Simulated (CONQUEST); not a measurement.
## SnSe: 7 runs along one coordinate

System: SnSe (Fm-3m, 4 atoms in the cell).
Method: Kohn-Sham DFT of a periodic cell, PBE, PseudoDojo NC PBE, no spin polarisation (CONQUEST 1.3).

The 7 runs differ only in the geometry, by an even scaling of the cell at fixed fractional positions. The structure derives from an entry of the Crystallography Open Database.

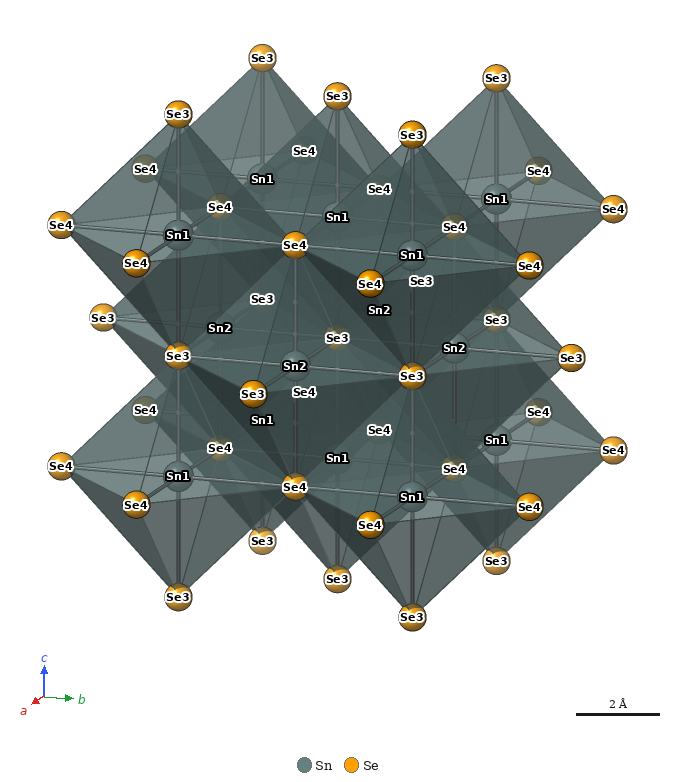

Figure 1. The structure of run 4 (polyhedral view of the cell 2 times as large as that of the calculation, set on its symmetry axes, seen slightly off an axis; polyhedra are completed across the faces of the cell; atoms are numbered from 1 in the order of the input).

## Input of run 4
```
IO.Title SnSe
IO.Coordinates coords.dat
IO.FractionalAtomicCoords T
IO.Iprint 2
IO.Iprint_init 1
General.NumberOfSpecies 2
General.PseudopotentialType hamann
AtomMove.TypeOfRun static
AtomMove.FullStress T
Grid.PointsAlongX 40
Grid.PointsAlongY 40
Grid.PointsAlongZ 60
DM.SolutionMethod diagon
Diag.MPMesh T
Diag.GammaCentred T
Diag.MPMeshX 6
Diag.MPMeshY 6
Diag.MPMeshZ 5
Diag.kT 0.00183747
minE.SCTolerance 1e-6
SC.MaxIters 100
IO.AtomChargeOutput T
%block ChemicalSpeciesLabel
1 118.710 Sn
2 78.960 Se
%endblock
```

Command:
```bash
Conquest
```

Lattice vectors (Å) and fractional positions of run 4:
```
   4.256783    0.000000    0.000000
   0.000000    4.256783    0.000000
   0.000000    0.000000    6.020000
Sn  0.000000  0.000000  0.000000
Sn  0.500000  0.500000  0.500000
Se  0.000000  0.000000  0.500000
Se  0.500000  0.500000  0.000000
```

Run 6 has the same physical settings and fractional positions; its lattice vectors (Å) are:
```
   4.312800    0.000000    0.000000
   0.000000    4.312800    0.000000
   0.000000    0.000000    6.099220
```

## Results, with one run withheld

| run | volume per atom (Å³) | free energy per atom, from the lowest run given (meV) | pressure (GPa) | gap on the mesh (eV) |
| --- | --- | --- | --- | --- |
| 1 | 25.635 | 41.40 | 5.73 | 0.13 |
| 2 | 26.180 | 24.43 | 4.25 | 0.12 |
| 3 | 26.725 | 12.40 | 2.86 | 0.14 |
| 4 | 27.271 | 4.41 | 1.87 | 0.17 |
| 5 | 27.816 | 0.00 | 0.78 | 0.21 |
| 6 | 28.362 | ? | ? | ? |
| 7 | 28.907 | 1.26 | −1.21 | 0.28 |

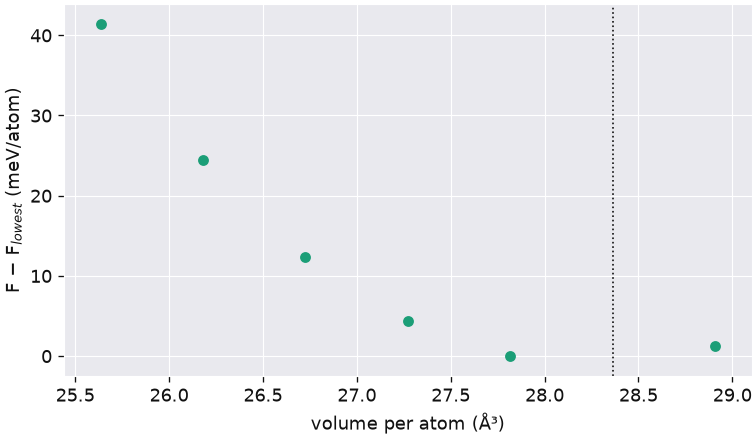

Figure 2. Free energy per atom of the runs given; the dotted line marks run 6.

What should run 6 give?

A cubic polynomial in V^(−2/3) (the Birch–Murnaghan form), fitted to the 6 runs given, misses them by at most 0.09 meV per atom. With x = V^(−2/3) − 0.11096 Å⁻², it reads F = 7.0314 + 5078.2 x + 8.2068e+05 x² + 2.655e+06 x³ (meV per atom). At run 6 it gives −0.84 meV per atom, and the run itself gives −1.07. The slope of the fit gives a pressure −dF/dV of −0.19 GPa there, and the run prints −0.14 GPa. The fit has its minimum at 28.246 Å³ per atom, where V d²F/dV² gives 46.6 GPa: the bulk modulus at this level, since symmetry fixes the shape and the positions. The gap on the mesh lies between 0.12 eV (run 2) and 0.28 eV (run 7); run 6 has 0.24 eV. These are gaps of this functional on this mesh, which can miss the band edges; they aren't the measured gap.

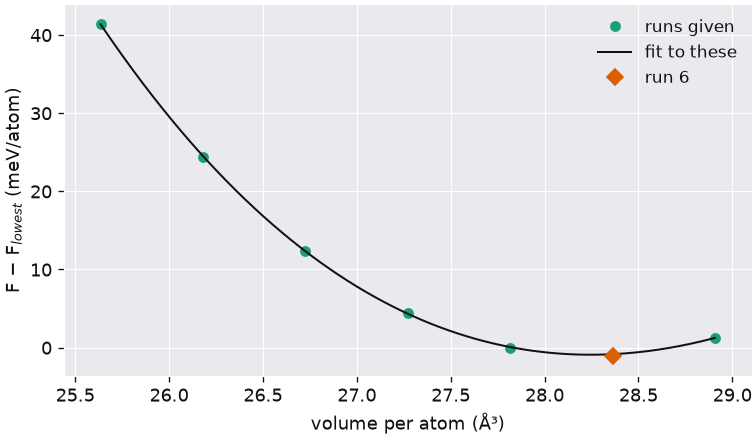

Figure 3. The fit and the withheld run.

## Some lines of the output (run 6)
```
[...]
          DFT Total Energy                 :      -400.102898166704563 Ha
          Free Energy (E-TS)               :      -400.105269440920495 Ha
          DFT Total Energy                 :      -400.104979390042217 Ha
          Free Energy (E-TS)               :      -400.105150289341623 Ha
          DFT Total Energy                 :      -400.105057472791827 Ha
          Free Energy (E-TS)               :      -400.105151850627237 Ha
          DFT Total Energy                 :      -400.105060638162399 Ha
          Free Energy (E-TS)               :      -400.105151922516825 Ha
          DFT Total Energy                 :      -400.105060397282955 Ha
          Free Energy (E-TS)               :      -400.105152085811596 Ha
          DFT Total Energy                 :      -400.105060861070854 Ha
      | Free Energy as E-TS      =      -400.105152085811596 Ha
      |* DFT total energy        =      -400.105060861070854 Ha
    force: Average pressure:     -0.14476527 GPa
```

Notes: With a small basis of atomic orbitals these values can differ much from converged plane-wave results.
